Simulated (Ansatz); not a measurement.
# BaTiO3 (R3m): band gap by G0W0 on LDA

Aim: the quasiparticle gap of BaTiO3 (R3m), starting from LDA.

Main program and level: Ansatz 0.2.0; LDA, then G0W0 on it, plane waves, PAW.

### Step 1. Set-up

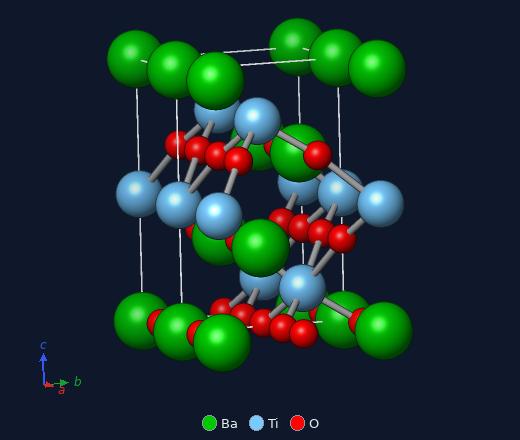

Start, viewed slightly off an axis; barium green, titanium blue, oxygen red. 2×1×1 cells are drawn. This picture shows the conventional cell, with its axes. Some periodic images of atoms are drawn too.

As a file:

```cif
data_structure
_symmetry_space_group_name_H-M 'P 1'
_symmetry_Int_Tables_number 1
_cell_length_a 4.0042
_cell_length_b 4.0042
_cell_length_c 4.0042
_cell_angle_alpha 89.837
_cell_angle_beta 89.837
_cell_angle_gamma 89.837
_cell_volume 64.20
loop_
_atom_site_label
_atom_site_type_symbol
_atom_site_fract_x
_atom_site_fract_y
_atom_site_fract_z
_atom_site_occupancy
Ba1 Ba 0.00000 0.00000 0.00000 1
Ti2 Ti 0.48450 0.48450 0.48450 1
O3 O 0.50860 0.50860 0.01750 1
O4 O 0.01750 0.50860 0.50860 1
O5 O 0.50860 0.01750 0.50860 1
```

The cell and positions come from the Crystallography Open Database and are kept as given unless a step says otherwise. Spin-orbit coupling is left out unless a step names it. The default PAW set here is soft_1. Its files were made with PBE; for other functionals the partial waves and projectors stay those of PBE.

### Step 2. Bands along the symmetry lines

Levels along a band path and on the mesh show where this functional puts the band edges.

This step: DFT, LDA, plane waves, PAW.

input.yaml reads:

```yaml
crystal:
  lattice:
    - [2.8273666084, 1.6323808724, 2.3183934932]
    - [-2.8273666084, 1.6323808724, 2.3183934932]
    - [0.0, -3.2647617449, 2.3183934932]
  atoms:
    - { symbol: Ba, position: [0.0, 0.0, 0.0] }
    - { symbol: Ti, position: [0.4845, 0.4845, 0.4845] }
    - { symbol: O, position: [0.5086, 0.5086, 0.0175] }
    - { symbol: O, position: [0.0175, 0.5086, 0.5086] }
    - { symbol: O, position: [0.5086, 0.0175, 0.5086] }
kpoints:
  mp_grid: { grid: [6, 6, 6] }
  band_path:
    path:
      - [[0.0, 0.0, 0.0], [0.5, 0.5, 0.5], [0.50282879, 0.49717121, 0.5]]
      - [[0.5, -0.49717121, 0.49717121], [0.5, 0.0, 0.0], [0.0, 0.0, 0.0], [0.49858561, -0.49858561, 0.0]]
      - [[0.50141439, 0.0, 0.49858561], [0.5, 0.0, 0.5], [0.0, 0.0, 0.0]]
    npoints: 10
hamiltonian:
  xc: lda
  pseudopotentials: { kind: paw, azcp: { folder: "./paw" } }
scf:
  occupations: { method: fermi_dirac, width: 0.02 }
  n_extra_bands: 5
output:
  eigenvalues: true
  write_density: true
  write_potential: true
  elf: true
  volumetric_format: npy
```

Run with:

```sh
ansatz run input.yaml --threads 3 --pin off --max-ram 92160MiB --backend cuda --events-out ev --progress --plain --runs-dir out --devices 1 --max-vram 13GiB
```

Numbers of over 12 decimals in the logs are rounded to 6 here.

The program printed:

```text
Warning: <dir> the record states the generating functional pbe (its physics header spells it `PBE`), which answers neither for hamiltonian.xc's functional nor for the lda family's — results may be inconsistent (PPs are generated against a specific XC)
Warning: <dir> the record states the generating functional pbe (its physics header spells it `PBE`), which answers neither for hamiltonian.xc's functional nor for the lda family's — results may be inconsistent (PPs are generated against a specific XC)
Warning: <dir> the record states the generating functional pbe (its physics header spells it `PBE`), which answers neither for hamiltonian.xc's functional nor for the lda family's — results may be inconsistent (PPs are generated against a specific XC)
scf.n_extra_bands = 5 over 20 filled bands (N_el = 40.0): the run solves 25 bands
GPUs: using 1 of 1 available (devices: 1).
Engine: ansatz 0.2.0, x86_64-unknown-linux-gnu
Pseudopotentials: kind: paw
Pseudopotential: Ba, paw, valence charge 10, recommended cutoff 420 eV (normal), <dir>
Pseudopotential: Ti, paw, valence charge 12, recommended cutoff 420 eV (normal), <dir>
Pseudopotential: O, paw, valence charge 6, recommended cutoff 420 eV (normal), <dir>
Functional definition: SPW92
  exchange = slater_x
  correlation = pw_c
device memory: the entry about to start is reckoned to put 1.1 GiB on a device that reports 75.0 GiB free (of which the cap on the GPU budget leaves the run 13.0 GiB)
GPU FFT provider: cuFFT
GPU libraries: cuBLAS 13.8.2, cuFFT 12.4.0, cuSOLVER 12.3.4
Crystal: 5 atoms, lattice volume = 64.201 Å³
Basis set: ecut = 420 eV, 1237 PW (Γ)
Bands: 25, of which v1, the nominal top of the filled ones, is band 20 counted from 1 (19 counted from 0)
Symmetry: 6 space group operations
Space group: R3m (ITA 160), of the structure as read, at distance tolerance 4.0e-5 Å
k-points: 32 of 216 (time reversal used)
Non-local potential: Ba, projectors of the file, l = 0: 3, l = 1: 2, l = 2: 2, l = 3: 2
Non-local potential: Ti, projectors of the file, l = 0: 3, l = 1: 2, l = 2: 3, l = 3: 1
Non-local potential: O, projectors of the file, l = 0: 2, l = 1: 2, l = 2: 1
PAW form: soft (Blöchl's): semilocal exchange-correlation on the pseudo side does not see the compensation charge
PAW frozen core: Ba, regenerated for the run's functional, and the local potential with it (the file was generated under x = pbe(κ = 0.804, μ = 0.219515), c = pbe(β = 0.066725))
PAW frozen core: Ti, regenerated for the run's functional, and the local potential with it (the file was generated under x = pbe(κ = 0.804, μ = 0.219515), c = pbe(β = 0.066725))
PAW frozen core: O, regenerated for the run's functional, and the local potential with it (the file was generated under x = pbe(κ = 0.804, μ = 0.219515), c = pbe(β = 0.066725))
PAW one-centre angular grid: Ba, 194 points (default); XC on 64 Gauss nodes
PAW one-centre angular grid: Ti, 590 points (default); XC on 64 Gauss nodes
PAW one-centre angular grid: O, 110 points (default); XC on 64 Gauss nodes
Initial density: superposition of atomic densities (chi_scale 0.1, normalization cell, long waves kept (reshape's long-wave potential 0.00 eV rms))
Initial wavefunctions: pseudopotential atomic-orbital guess
GPU buffer pool allocated for 19683 grid points (all kernels)
GPU transforms: local potential and band sums: pruned to the plane-wave sphere, on 27×27×27
Functional: x = slater, c = lda
SCF iter   1: F=—  HF=-9905.100297 eV  |F-HF|=—  |Δ(HF+E_count)|=         —  Δρ=5.59e-2  dr2=1.95e0  ethr=3.10e-3  ⟨swp⟩=8.9  Hψ=4232  notcnv=0
preconditioner: auto → Resta (q_TF=auto, 2.521 Å⁻¹)  ε∞=5.9  [insulator: Δε(μ)=2.556 eV  Ē_g=11.514 eV  σ=0.020 eV  W_gap=1.00  n_scr=18 (ndim 8)  ℏωp=25.4 eV  f_vac=0.000  D(μ)=0.00/eV (n_scr^D=0)  ε∞_Penn≈5.9]
SCF iter   2: F=—  HF=-9904.716576 eV  |F-HF|=—  |Δ(HF+E_count)|=   3.84e-1  Δρ=2.48e-2  dr2=5.72e-1  ethr=3.10e-3  ⟨swp⟩=2.2  Hψ=1452  notcnv=0  defer=32
SCF iter   3: F=—  HF=-9904.604829 eV  |F-HF|=—  |Δ(HF+E_count)|=   1.12e-1  Δρ=7.75e-3  dr2=6.29e-2  ethr=1.43e-3  ⟨swp⟩=2.3  Hψ=2359  notcnv=0  defer=32
SCF iter   4: F=—  HF=-9904.586239 eV  |F-HF|=—  |Δ(HF+E_count)|=   1.86e-2  Δρ=1.65e-3  dr2=1.48e-3  ethr=1.57e-4  ⟨swp⟩=2.3  Hψ=1419  notcnv=0  defer=32
SCF iter   5: F=—  HF=-9904.586107 eV  |F-HF|=—  |Δ(HF+E_count)|=   1.31e-4  Δρ=2.69e-4  dr2=3.92e-5  ethr=3.70e-6  ⟨swp⟩=2.2  Hψ=1283  notcnv=0  defer=32
SCF iter   6: F=—  HF=-9904.586312 eV  |F-HF|=—  |Δ(HF+E_count)|=   2.05e-4  Δρ=3.86e-5  dr2=9.42e-7  ethr=9.79e-8  ⟨swp⟩=2.5  Hψ=1246  notcnv=0  defer=32
SCF iter   7: F=-9904.586312 eV  HF=-9904.586312 eV  |F-HF|=2.11e-8  |Δ(HF+E_count)|=   8.76e-8  Δρ=9.12e-6  dr2=4.10e-8  ethr=2.50e-10  ⟨swp⟩=9.0  Hψ=3039  notcnv=0
SCF 1 converged in 7 iterations: F = -9904.586312 eV  dr2 = 4.10e-8
  greatest PAW one-centre occupation: 0.998 electrons in one spin orbital (limit 2), on the Ti atom at site 1 (counted from 0), in its partial waves of l = 0
device memory: the entry about to start is reckoned to put 1.9 GiB on a device that reports 74.8 GiB free (of which the cap on the GPU budget leaves the run 13.0 GiB)
NSCF: frozen V_eff on 73 k-points, pencils in batches of 32, up to order 112
SCF converged after 7 iterations
Free energy (F): -9904.586312 eV
Harris-Foulkes:  -9904.586312 eV  (|F-HF|=2.11e-8)
Internal energy: -9904.586312 eV  (E = F + TS)
E sigma→0 (E₀):  -9904.586312 eV
Fermi energy:    11.002667 eV
--- Per-component energies (eV) ---
  E_band       = -151.075145
  E_kinetic    = 942.925149
  E_local      = -2203.245248  (includes V_loc(G=0)·N_el)
  E_nonlocal   = 320.899654
  E_hartree    = 842.712903
  E_xc         = -526.080420
  E_vxc        = -549.310967  (∫ρ·V_xc dr)
  E_paw        = -6473.486143  (= ΣΔE_a)
  E_vpaw       = -347.779282  (= ΣTr[D̂ρ^β])
  E_aug_tail   = 0.002241  (compensation charges beyond the density's cutoff)
  E_ewald      = -2809.213684
  E_core_change = 0.899235  (= ΣΔE_core)
  E_smearing   = -0.000000  (= −TS)
  E_closure    = -0.000000  (closes the sum)
  Σ components = -9904.586312   (vs F -9904.586312, Δ=0.00e0)
--- Band table (eV; the first three rows and the last of 32) ---
  k-point 0: bands = [... 16 lower, 8.7190, 9.3231, 9.4668, 9.4668, 12.1728, 12.1728, 12.3278, 14.3950, ... 1 higher]
  k-point 1: bands = [... 16 lower, 8.5493, 8.9132, 9.3463, 9.3605, 12.2229, 12.5573, 12.5836, 14.3913, ... 1 higher]
  k-point 2: bands = [... 16 lower, 8.2470, 8.3615, 9.0310, 9.1280, 12.2966, 13.2442, 13.3394, 14.3767, ... 1 higher]
  k-point 31: bands = [... 16 lower, 7.5312, 9.8033, 9.8033, 9.8179, 14.1730, 14.3221, 14.3221, 16.4735, ... 1 higher]
```

Wall time 19 s (1 × NVIDIA H100 80GB HBM3 (shared by 6 runs) with 3 threads of AMD EPYC 7R13 (Zen 3), shared host); peak memory 0.92 GiB; 3.3 s of CPU time.

This step gave:

```
filled bands         : 20
gap                  : 2.355 eV
valence top at       : T
conduction bottom at : Γ
least direct gap     : 2.686 eV
```

Over mesh and path the gap is 2.355 eV, from k = (0.500, 0.500, 0.500) to k = Γ. The least direct gap found is 2.686 eV, at k = (0.050, -0.050, 0.000). The program's warnings for this run: pseudo functional mismatch.

Electronic bands along the path, in eV, zero at the top of the highest nominally filled band:

| point | band 17 | band 18 | band 19 | band 20 | band 21 | band 22 | band 23 | band 24 |
| --- | --- | --- | --- | --- | --- | --- | --- | --- |
| Γ | -1.10 | -0.49 | -0.35 | -0.35 | 2.35 | 2.35 | 2.51 | 4.58 |
| T | -2.29 | -0.01 | -0.01 | 0.00 | 4.36 | 4.50 | 4.50 | 6.66 |
| H2 | -2.29 | -0.01 | -0.01 | 0.00 | 4.35 | 4.50 | 4.50 | 6.66 |
| jump to H0 | -2.29 | -0.01 | -0.01 | 0.00 | 4.35 | 4.50 | 4.50 | 6.66 |
| L | -1.68 | -1.62 | -0.93 | -0.79 | 2.51 | 3.80 | 3.89 | 4.54 |
| Γ | -1.10 | -0.49 | -0.35 | -0.35 | 2.35 | 2.35 | 2.51 | 4.58 |
| S0 | -1.60 | -0.85 | -0.81 | -0.05 | 3.88 | 3.88 | 4.22 | 5.13 |
| jump to S2 | -1.60 | -0.85 | -0.81 | -0.05 | 3.88 | 3.88 | 4.22 | 5.13 |
| F | -1.60 | -0.85 | -0.81 | -0.05 | 3.88 | 3.88 | 4.22 | 5.13 |
| Γ | -1.10 | -0.49 | -0.35 | -0.35 | 2.35 | 2.35 | 2.51 | 4.58 |

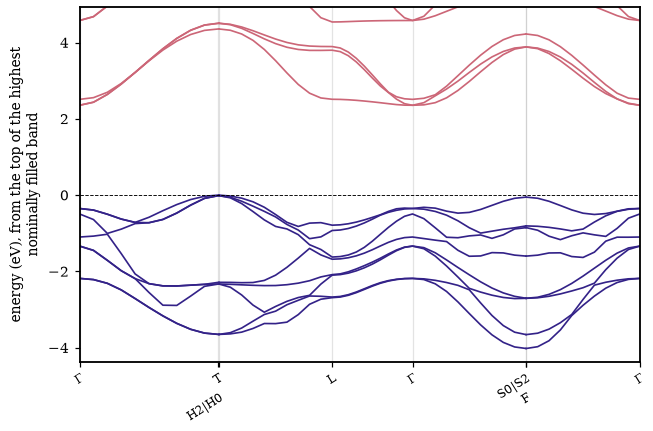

Electronic bands along the path; lines of filled and empty bands in two colours.

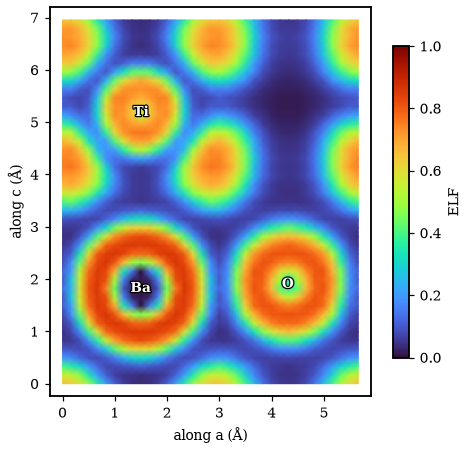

ELF in the ac plane of the conventional cell at fractional y = 0.000, with atoms of Ba and Ti and O within 0.2 Å of it. It is the smooth field of the valence electrons, not physical close to the nuclei. The map starts off the cell's origin, so that atoms lie inside it.

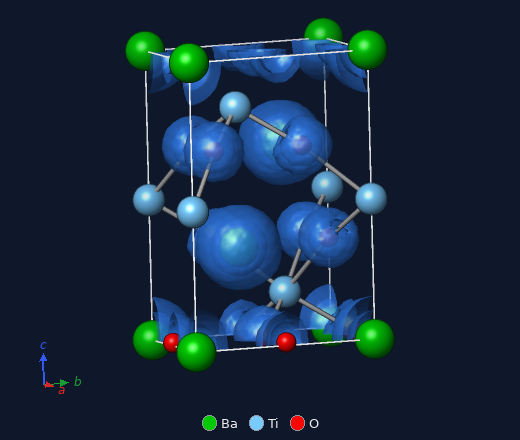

Surface of ELF = 0.79.

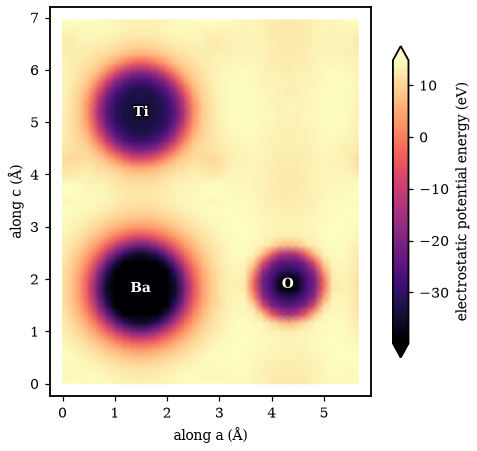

Electrostatic potential energy in the ac plane of the conventional cell at fractional y = 0.000, with atoms of Ba and Ti and O within 0.2 Å of it. With pseudopotentials it is smooth inside the atoms' cores, unlike the true potential. The map starts off the cell's origin, so that atoms lie inside it.

### Step 3. G0W0 on the 4×4×4 mesh

G0W0 replaces the xc potential by a self-energy built once from the orbitals of the start. Levels are corrected in the window of bands that the input names, at points of the mesh.

This step: G0W0 on LDA, plane waves, PAW.

input.yaml, the sections that differ from step 2:

```yaml
kpoints:
  mp_grid: { grid: [4, 4, 4] }
scf:
  occupations: { method: fixed }
gw:
  n_empty_bands: 508
  ecut_chi: 230.0
  qp_bands: [v2, c2]
  qp_kpoints: band_edges
  screening: { model: contour_deformation }
# crystal, hamiltonian: as in step 2
# output: removed
```

The program printed:

```text
[...]
GPUs: using 1 of 1 available (devices: 1).
[...]
GPU FFT provider: cuFFT
GPU libraries: cuBLAS 13.8.2, cuFFT 12.4.0, cuSOLVER 12.3.4
Crystal: 5 atoms, lattice volume = 64.201 Å³
Basis set: ecut = 420 eV, 1237 PW (Γ)
Bands: 25, of which v1, the nominal top of the filled ones, is band 20 counted from 1 (19 counted from 0)
Symmetry: 6 space group operations
[...]
k-points: 13 of 64 (time reversal used)
[...]
GPU buffer pool allocated for 19683 grid points (all kernels)
[...]
SCF iter   1: F=—  HF=-9905.097852 eV  |F-HF|=—  |Δ(HF+E_count)|=         —  Δρ=5.59e-2  dr2=1.95e0  ethr=3.10e-3  ⟨swp⟩=4.8  Hψ=1256  notcnv=0  defer=25
[...]
SCF iter   8: F=-9904.583849 eV  HF=-9904.583849 eV  |F-HF|=7.15e-9  |Δ(HF+E_count)|=   4.76e-8  Δρ=6.16e-6  dr2=1.71e-8  ethr=2.50e-10  ⟨swp⟩=8.5  Hψ=1296  notcnv=0
SCF 1 converged in 8 iterations: F = -9904.583849 eV  dr2 = 1.71e-8
[...]
NSCF: frozen V_eff on 13 k-points, pencils in batches of 32, up to order 100
the band table was solved once the SCF had ended and its energy, with any forces and stress, was formed, with the checks that follow a solve (1430 applications of the Hamiltonian). They found nothing against the state; the energy, forces and stress were not computed again (output.eigenvalues in the input reference)
[...]
NSCF: frozen V_eff on 13 k-points
G₀W₀ screening: q 1/13
[... further progress lines ...]
[...]
SCF converged after 8 iterations
Free energy (F): -9904.583849 eV
[...]
Internal energy: -9904.583849 eV  (E = F + TS)
E sigma→0 (E₀):  -9904.583849 eV
Fermi energy:    9.818031 eV
[...]
--- Band table (eV; the first three rows and the last of 13) ---
  k-point 0: bands = [... 16 lower, 8.7190, 9.3230, 9.4671, 9.4671, 12.1724, 12.1724, 12.3276, 14.3943, ... 1 higher]
  k-point 1: bands = [... 16 lower, 8.3858, 8.6098, 9.1870, 9.2337, 12.2621, 12.8858, 12.9677, 14.3854, ... 1 higher]
  k-point 2: bands = [... 16 lower, 8.1369, 8.1936, 8.8900, 9.0296, 12.3296, 13.6160, 13.7113, 14.3554, ... 1 higher]
  k-point 12: bands = [... 16 lower, 7.5310, 9.8031, 9.8031, 9.8180, 14.1730, 14.3218, 14.3218, 16.4735, ... 1 higher]
--- G₀W₀: contour deformation, 7 samples at zero and on the imaginary axis and 1 off it, 64 q-points, 508 empty bands' worth ---
  eigenvalues of the whole cell's RPA ε∞ on this k-mesh (on a slab, of 1 + 4πα/V) = 5.3781, 5.8461, 5.8461; static W/v taken at q = 0 is 0.175908
  bands read: the sum over 528 bands ends inside a degenerate multiplet in 1 slot, whose members it reads at an even weight; the widest, k=12: bands 528 to 529 (counted from 1) at 1/2 each
  gw.qp_kpoints: band_edges: 9 of 13 stored k-points solved, in 1 pass; an edge of the gap read off the rows below is read off those points alone
    valence top: of the k-points left out ik 8 came nearest to being solved in a further pass, in band 20 (counted from 1, as in the quasiparticle table): it holds the edge there only if its correction is more favourable than any solved in that band by at least 0.471 eV; those differ by 0.054 eV
    conduction bottom: of the k-points left out ik 9 came nearest to being solved in a further pass, in band 21 (counted from 1, as in the quasiparticle table): it holds the edge there only if its correction is more favourable than any solved in that band by at least 0.976 eV; those differ by 0.028 eV
    ik  band        ε_KS         Σx   Σc(E_QP)       V_xc       Z   E_QP_lin       E_QP  E_QP is
     0    19      9.4671   -25.7743     3.9038   -21.4345  0.7267     9.0278     9.0311  root
     0    20      9.4671   -25.7743     3.9038   -21.4345  0.7267     9.0278     9.0311  root
     0    21     12.1724   -13.0308    -6.3191   -20.6661  0.7398    13.5197    13.4887  root
     0    22     12.1724   -13.0308    -6.3191   -20.6661  0.7398    13.5197    13.4887  root
     1    19      9.1870   -25.2030     3.7982   -20.9786  0.7248     8.7574     8.7608  root
     1    20      9.2337   -25.7688     4.0451   -21.2661  0.7247     8.7723     8.7762  root
     1    21     12.2621   -13.2466    -6.3746   -20.9404  0.7370    13.6134    13.5813  root
     1    22     12.8858   -13.9882    -6.6453   -21.9528  0.7220    14.2429    14.2052  root
     2    19      8.8900   -25.3107     3.9469   -20.9101  0.7224     8.4321     8.4362  root
     2    20      9.0296   -25.8908     4.2206   -21.1806  0.7234     8.5355     8.5401  root
     2    21     12.3296   -13.3375    -6.5381   -21.2203  0.7339    13.7090    13.6743  root
     2    22     13.6160   -14.6499    -7.1843   -23.1566  0.6998    14.9879    14.9384  root
     3    19      8.9276   -25.2422     4.0081   -20.7705  0.7239     8.4598     8.4641  root
     3    20      9.3435   -25.4470     4.2594   -20.6983  0.7196     8.8494     8.8543  root
     3    21     12.8824   -13.8329    -6.7593   -21.9255  0.7227    14.2545    14.2157  root
     3    22     13.0174   -14.2158    -6.7242   -22.2676  0.7176    14.3849    14.3450  root
     4    19      8.8369   -25.1244     4.2900   -20.3348  0.7180     8.3318     8.3373  root
     4    20      9.3412   -25.1588     4.3287   -20.3436  0.7167     8.8499     8.8548  root
     4    21     12.9734   -14.0483    -6.8199   -22.2101  0.7190    14.3559    14.3153  root
     4    22     13.6608   -14.5008    -7.3177   -23.1500  0.6989    15.0436    14.9924  root
     5    19      8.9599   -25.2945     4.0479   -20.7775  0.7240     8.4864     8.4908  root
     5    20      9.3648   -25.3922     4.2265   -20.6872  0.7192     8.8817     8.8864  root
     5    21     12.8005   -13.7918    -6.6870   -21.8109  0.7253    14.1701    14.1326  root
     5    22     13.0363   -14.0184    -6.8138   -22.1624  0.7177    14.4071    14.3666  root
     6    19      9.0102   -25.1679     4.3411   -20.3032  0.7176     8.4805     8.4866  root
     6    20      9.7643   -25.6338     4.3926   -20.7625  0.7185     9.2811     9.2855  root
     6    21     13.7011   -14.7185    -7.2961   -23.3501  0.6974    15.0888    15.0367  root
     6    22     13.7022   -14.6732    -7.3246   -23.3240  0.6965    15.0804    15.0285  root
    10    19      9.3223   -25.1852     4.3938   -20.2945  0.7166     8.8202     8.8254  root
    10    20      9.7870   -25.6907     4.3926   -20.8254  0.7185     9.3100     9.3142  root
    10    21     13.8857   -14.6301    -7.4803   -23.4345  0.6928    15.2648    15.2097  root
    10    22     13.9857   -14.6937    -7.5136   -23.5353  0.6909    15.3701    15.3136  root
    12    19      9.8031   -25.7385     4.3893   -20.8824  0.7186     9.3323     9.3364  root
    12    20      9.8180   -25.7631     4.3998   -20.8952  0.7186     9.3457     9.3498  root
    12    21     14.1730   -14.6101    -7.7928   -23.7242  0.6833    15.5546    15.4942  root
    12    22     14.3218   -14.7070    -7.8861   -23.9194  0.6800    15.7108    15.6481  root
```

The job ended after 32 s (1 × NVIDIA H100 80GB HBM3 (shared by 6 runs) with 3 threads; peak memory 1.7 GiB; 21 s of CPU time).

This step gave:

| Item | Value |
| --- | --- |
| bands summed | 528 |
| RPA ε∞ on this mesh (eigenvalues) | 5.378, 5.846, 5.846 |
| plane waves in the screening matrix | 485 |
| q-points in the mesh | 64 |
| G0W0 gap over the corrected points | 4.139 eV |
| k of the valence top | -0.5, -0.5, -0.5 |
| k of the conduction bottom | 0, 0, 0 |
| starting gap on the mesh | 2.354 eV |
| Z at the valence top | 0.7186 |
| Z at the conduction bottom | 0.7398 |
| least direct G0W0 gap over the corrected points | 4.458 eV |

Over 9 of 13 irreducible mesh points the G0W0 gap is 4.139 eV, from k = (-0.500, -0.500, -0.500) to k = Γ. The LDA gap of this run on the mesh is 2.354 eV. The two states that bound the G0W0 gap lie that far apart at the start, so the correction of the gap is 4.139 − 2.354 = +1.785 eV. The start of this run differs from the step before in mesh (6×6×6 and 4×4×4). The program's warnings for this run: pseudo functional mismatch.

Labels follow the order of the start: v1 is the top filled band, c1 the lowest empty one; levels that stay degenerate share a row, the window can cut a multiplet, doubted levels are not marked in this list, bands outside the window were not corrected, and the list may be a part of the corrected levels. Levels before and after the correction, in eV, zero at the valence-band top of each column:

|  | conduction bottom | valence top |
| --- | --- | --- |
| Kohn-Sham | 2.35 | 0.00 |
| G0W0 | 4.14 | 0.00 |

```csv
,level,occupation,energy (eV)
Kohn-Sham,Γ v2-v1,2,-0.351
Kohn-Sham,Γ c1-c2,0,2.354
Kohn-Sham,(-0.5 -0.5 -0.5) v2,2,-0.015
Kohn-Sham,(-0.5 -0.5 -0.5) v1,2,0.000
Kohn-Sham,(-0.5 -0.5 -0.5) c1,0,4.355
Kohn-Sham,(-0.5 -0.5 -0.5) c2,0,4.504
G0W0,Γ v2-v1,2,-0.319
G0W0,Γ c1-c2,0,4.139
G0W0,(-0.5 -0.5 -0.5) v2,2,-0.013
G0W0,(-0.5 -0.5 -0.5) v1,2,0.000
G0W0,(-0.5 -0.5 -0.5) c1,0,6.144
G0W0,(-0.5 -0.5 -0.5) c2,0,6.298
```

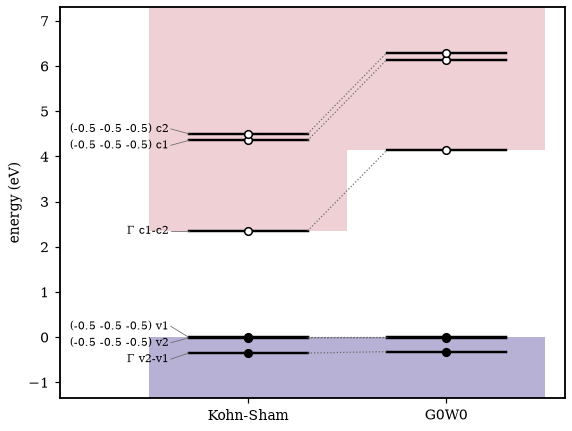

Levels before and after the correction. Shaded: valence and conduction bands. Filled marks are occupied levels, open marks empty ones.

The parts of the quasiparticle energy for the two states that bound the G0W0 gap, in eV on the run's own scale (QP = start + Σx + Σc − Vxc, with Σc at the quasiparticle energy):

| edge | k | band | start | Σx | Σc | Vxc | Z | QP |
| --- | --- | --- | --- | --- | --- | --- | --- | --- |
| valence top | (-0.500, -0.500, -0.500) | 20 | 9.818 | −25.763 | 4.400 | −20.895 | 0.719 | 9.350 |
| conduction bottom | Γ | 21 | 12.172 | −13.031 | −6.319 | −20.666 | 0.740 | 13.489 |

(Continued in part 2 of 2.)

[Paths, hosts, dates, memory and timing lines, banners, echoed tables and standing remarks are left out of the program output.]

[Logs are printed without paths, hosts, clocks, repeated set-up lines and the standing remarks that a program may print on its own settings, such as how far it seeks lower states.]

[Runs of the session that timed out or met a known fault of the program may be left out.]

[Cells called generated may have been cut or substituted from an entry of the Crystallography Open Database or the Materials Project.]

[Hosts, paths, dates, database ids (printed as entryN), source tags and the programs' standing remarks are cut or masked in the printed files.]

[Where an RPA ε∞ is given, it is that of the G0W0 mesh and is not shown converged in it. Names of k-points follow the symmetry that the program found, which can be lower than the space group named. Band edges on a path are those of the sampled points; other points can move an edge, and change direct to indirect where valleys lie close.]

[Hybrid gaps are those of their k-mesh and are not shown converged in it.]
